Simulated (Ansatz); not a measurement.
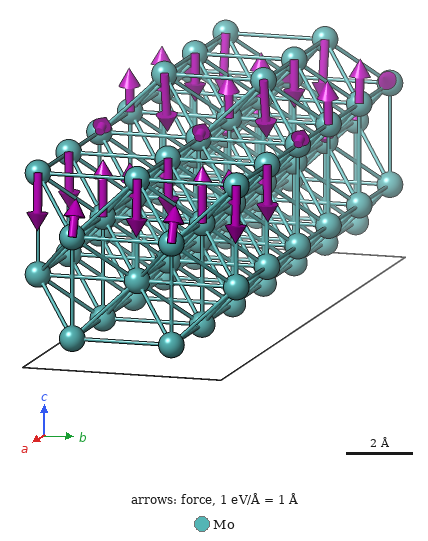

Starting geometry of a slab of composition Mo (cut from the Im-3m phase) with the computed forces as purple arrows. A ball-and-stick model of the 1 × 2 repeat of the cell, outlined in the plane, without the vacuum (origin shifted), seen slightly off an axis.

Case: stripe over 3 of 6 cells, two steps. 12 atoms are held fixed.

These are results of DFT PBE, scalar-relativistic, plane waves, PAW (Ansatz 0.2.0), not measurements. Set-up: plane-wave cutoff 420 eV; k-point mesh 2 × 10 × 1; occupations gaussian; smearing width 0.1 eV; no spin polarisation; dipole correction; atoms relaxed in a fixed cell; force threshold 0.02 eV/Å; at most 45 steps.

**What follows when this structure is relaxed?**

It isn't relaxed: the largest force vector, on Mo atoms, is 1.91 eV/Å. The final displacements follow the starting forces only in part (cosine between the two patterns 0.84). After 6 geometry steps the energy has fallen by 1.214 eV per cell of the calculation. Largest force component: 1.9 eV/Å at the start, 0.002 eV/Å at the end. The largest moves, 0.22 Å, are those of Mo atoms. The cell doesn't change. Some distances before and after: Mo–Mo 2.737 → 2.553 Å, Mo–Mo 3.160 → 2.980 Å, Mo–Mo 2.737 → 2.615 Å, Mo–Mo 3.160 → 3.048 Å. Cost: 24 min on 4 threads of Intel(R) Xeon(R) Processor @ 2.50GHz (Skylake/Cascade Lake) (shared host), peak memory 5.3 GiB.
